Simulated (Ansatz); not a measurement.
System: Nd, space group Im-3m (No. 229) (one of a set of cubic test structures, which need not be the stable phase).

Calculation (Ansatz 0.2.0 development build): equation of state of a cubic crystal from periodic Kohn-Sham density functional theory without spin, third-order Birch-Murnaghan fit to the free energies; pressure corrected for the finite basis. Level: PBE.

- structure type: bcc
- atoms in cell: 1
- space group number: 229
- lattice centring: body-centred primitive
- k mesh: 44×44×44
- occupation method: Fermi–Dirac
- occupation width: 0.06123 eV
- wave cutoff: 420 eV
- datasets: soft-1 PAW
- density tolerance: 1e−07 eV
- bands: 16
- density cutoff ratio: 4
- search for lower states: default

Predict the energy above the lowest point and pressure against volume. The volume takes the values 19.72, 20.14, 20.56, 20.98, 21.40, 21.82, 22.24 Å³/atom.

A third-order Birch–Murnaghan fit gives V0 = 21.11 Å³/atom, B0 = 31.4 GPa. The energy above the lowest point is 10.5 meV/atom at volume 19.72 Å³/atom and 5.1 meV/atom at 22.24 Å³/atom; the lowest computed point is at volume 20.98 Å³/atom (0.0 meV/atom), in a single well. The pressure falls from 2.684 GPa at volume 19.72 Å³/atom to −1.372 GPa at 22.24 Å³/atom, and changes sign near 21.11 Å³/atom.

```json
{"volume (Å³/atom)": "19.72", "energy above the lowest point (meV/atom)": "10.5", "pressure (GPa)": "2.684"}
{"volume (Å³/atom)": "20.14", "energy above the lowest point (meV/atom)": "4.8", "pressure (GPa)": "1.717"}
{"volume (Å³/atom)": "20.56", "energy above the lowest point (meV/atom)": "1.4", "pressure (GPa)": "0.890"}
{"volume (Å³/atom)": "20.98", "energy above the lowest point (meV/atom)": "0.0", "pressure (GPa)": "0.190"}
{"volume (Å³/atom)": "21.40", "energy above the lowest point (meV/atom)": "0.3", "pressure (GPa)": "-0.420"}
{"volume (Å³/atom)": "21.82", "energy above the lowest point (meV/atom)": "2.1", "pressure (GPa)": "-0.930"}
{"volume (Å³/atom)": "22.24", "energy above the lowest point (meV/atom)": "5.1", "pressure (GPa)": "-1.372"}
```

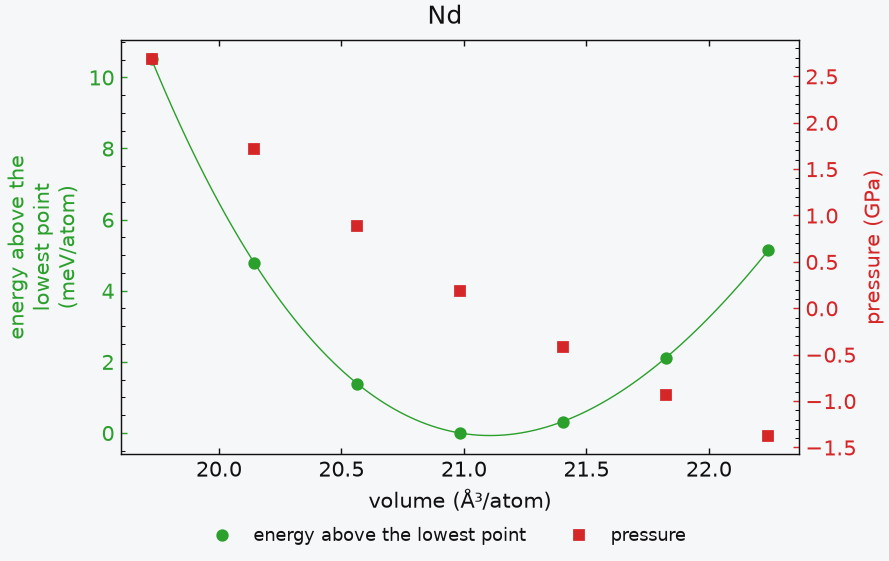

Keep in mind: cubic model structure, not the ambient form; open f shell treated without spin.
